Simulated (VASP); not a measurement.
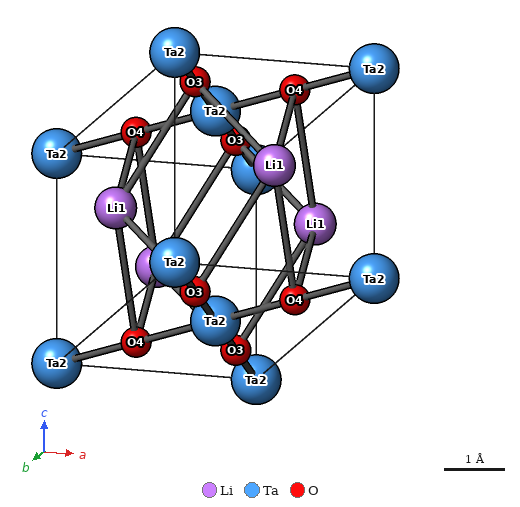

A crystal of LiTaO$_{2}$ (a generated structure, set up in Cmmm), before the relaxation. Style: ball-and-stick. Shown: the conventional cell (2 times the calculation's cell), from a free direction. Lengths and directions refer to the drawn axes.

The run lets cell and atoms move.

Method: VASP 6.6.1, Kohn-Sham DFT of a periodic cell, PBE, VASP PAW PBE potentials, recommended.

The input:
```
  PREC = Normal
  ENCUT = 520
  EDIFF = 1E-4
  ISMEAR = 0
  SIGMA = 0.15
  LREAL = F
  LASPH = T
  NELM = 60
  ALGO = Fast
  ISIF = 3
  LWAVE = F
  LCHARG = F
  GGA = PE
  IBRION = 2
  NSW = 24
  EDIFFG = -0.08
```

Run as
```bash
cat potpaw_PBE.64/Li_sv/POTCAR potpaw_PBE.64/Ta_pv/POTCAR potpaw_PBE.64/O/POTCAR > POTCAR
mpirun -np 1 vasp_std > vasp.out
```

The structure:
```
Li Ta O
1.0
     1.76553   -3.39187    0.00000
     1.76553    3.39187    0.00000
     0.00000    0.00000    3.68086
Li Ta O
1 1 2
Cartesian
  1.7655 0.0000 1.8404
  0.0000 0.0000 0.0000
  0.8828 1.6959 0.0000
  0.8828 -1.6959 0.0000
```

Where does the relaxation end?

Over 16 geometry steps the energy falls by 1631 meV per atom. All forces vanish by symmetry, so only the cell relaxes. The pressure goes from 52.58 to 0.39 GPa. No atom moves by more than 0.005 Å relative to the cell. The volume changes by +6.5 %, with a 3.531 → 5.107 Å (+44.6 %), b 6.784 → 5.887 Å (−13.2 %), c 3.681 → 3.124 Å (−15.1 %). Some distances before and after: O3–O4 1.766 → 2.554 Å, Ta2–Ta2 3.681 → 3.124 Å, Li1–Ta2 2.550 → 2.993 Å, Li1–O3 2.654 → 2.497 Å. Among the angles between lasting bonds that change: O3–Ta2–O4 125.0° → 98.1°. The space group stays Cmmm (No. 65).

History of the run:

| step | E − E(0), meV/atom | pressure, GPa | volume, Å³/atom |
| --- | --- | --- | --- |
| 0 | 0.00 | 52.58 | 11.021 |
| 1 | -1.28 | -30.79 | 17.628 |
| 2 | -491.71 | -6.61 | 13.867 |
| 3 | -1238.40 | -19.23 | 14.883 |
| 4 | -1340.64 | -23.25 | 15.097 |
| 5 | -1084.94 | 53.68 | 11.313 |
| 6 | -1539.77 | -5.75 | 13.589 |
| 7 | -1542.88 | -2.96 | 13.414 |
| 8 | -1542.90 | -2.29 | 13.381 |
| 9 | -1587.89 | -2.29 | 12.833 |
| 10 | -1624.22 | -1.28 | 12.141 |
| 11 | -1548.16 | 7.13 | 10.724 |
| 12 | -1628.94 | -0.65 | 11.919 |
| 13 | -1629.79 | -0.32 | 11.796 |
| 14 | -1629.75 | -0.02 | 11.764 |
| 15 | -1631.27 | 0.55 | 11.734 |
| 16 | -1631.46 | 0.39 | 11.742 |

After the run, drawn alike:

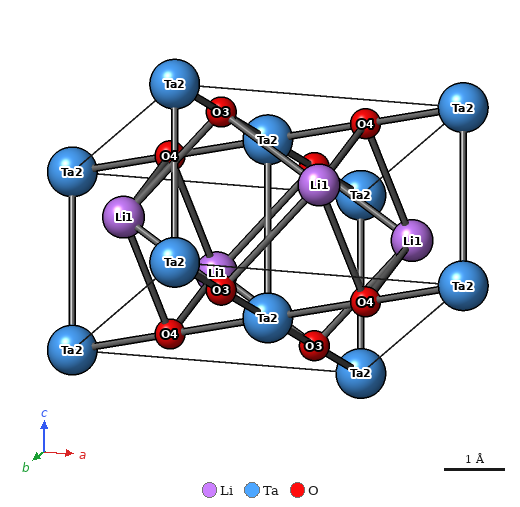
